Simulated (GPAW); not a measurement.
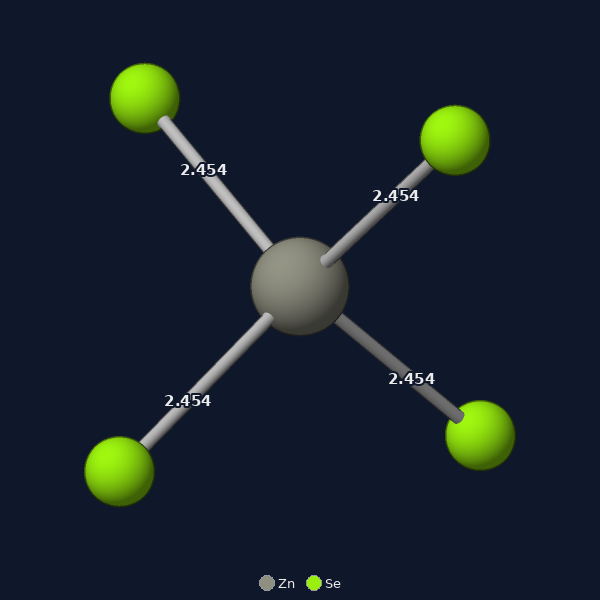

The surroundings of site Zn1 (at 0.000, 0.000, 0.000) in ZnSe (F-43m, No. 216), with bond lengths in Å.

The cell is taken from an entry of the Crystallography Open Database, as set up for an electronic-structure calculation.

```yaml
crystal:
  lattice:
    - [5.66760, 0.00000, 0.00000]
    - [0.00000, 5.66760, 0.00000]
    - [0.00000, 0.00000, 5.66760]
  atoms:
    - { symbol: Se, position: [0.25000, 0.25000, 0.25000] }
    - { symbol: Zn, position: [0.00000, 0.00000, 0.00000] }
    - { symbol: Se, position: [0.25000, 0.75000, 0.75000] }
    - { symbol: Zn, position: [0.00000, 0.50000, 0.50000] }
    - { symbol: Se, position: [0.75000, 0.25000, 0.75000] }
    - { symbol: Zn, position: [0.50000, 0.00000, 0.50000] }
    - { symbol: Se, position: [0.75000, 0.75000, 0.25000] }
    - { symbol: Zn, position: [0.50000, 0.50000, 0.00000] }
```

Bond valence s = exp((R0 − d)/b), R0 fitted to published crystal structures with b = 0.37 Å; R0 in Å: Zn2+–Se 2.221.

> Calculate the bond-valence sum of Zn1 from the bonds drawn.

4 × 0.533 = 2.13 v.u., against a formal valence of 2: overbonded (bonds short for this ion) by 0.13.

> And over the whole structure?

```tsv
site	x, y, z	formal valence	bond-valence sum	difference
Se1	0.250, 0.250, 0.250	−2	2.14	0.14
Zn1	0.000, 0.000, 0.000	+2	2.14	0.14
```

These sums include all anions within 5 Å. The global instability index (root mean square of the differences over all atoms) is 0.14 v.u.: moderate strain, common in real structures. The cell was not relaxed for this table, and a volume that is off by a few per cent shifts all sums together.
